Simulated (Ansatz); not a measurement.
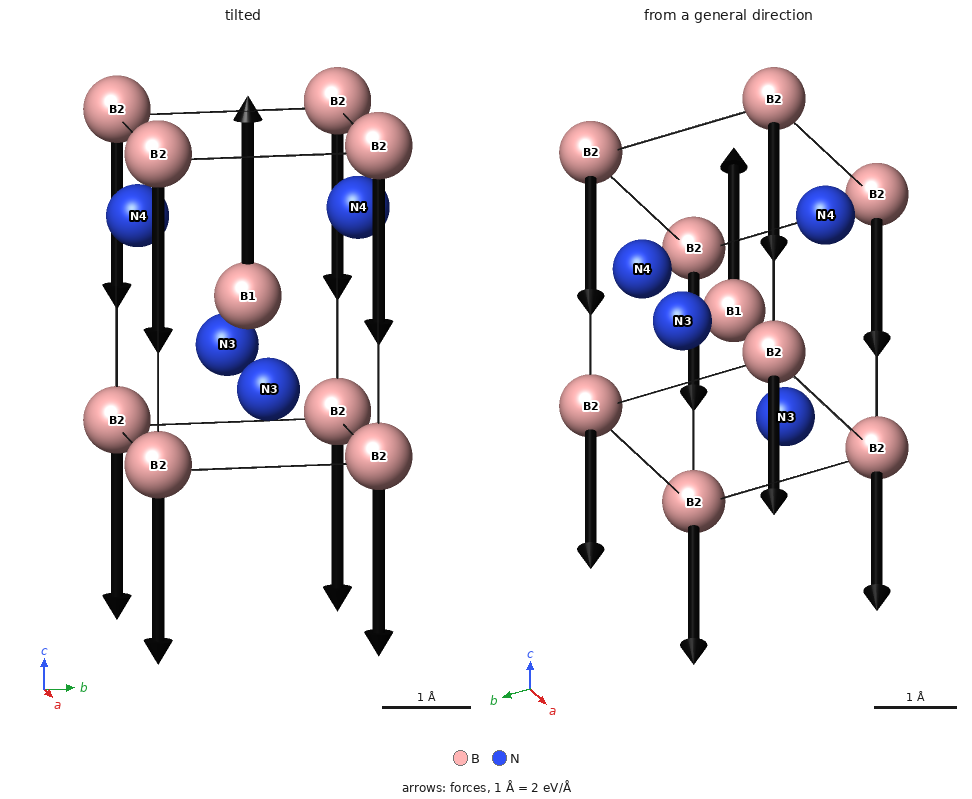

We look at a spheres-only model of the crystal slightly off an axis and from a general direction. The edges of the simulation cell are marked. The arrows are the computed forces on the atoms.

System: BN. Calculation details: DFT r2SCAN, scalar-relativistic, plane waves, PAW (Ansatz); E_cut = 500 eV, k-mesh 10×10×6, Gaussian smearing of 0.05 eV, no spin polarisation.

Question: Do the forces show a relaxed structure?

Answer: No. The atoms still feel forces of up to about 4 eV/Å, far above a usual threshold of 0.01 to 0.03 eV/Å.

Question: On which atom is the force largest?

Answer: B1 and B2, about 4 eV/Å.

Source of the structure: a structure listed in the Materials Project. The cell was then strained or its atoms displaced on purpose. Ansatz was used for an electronic-structure calculation on it.
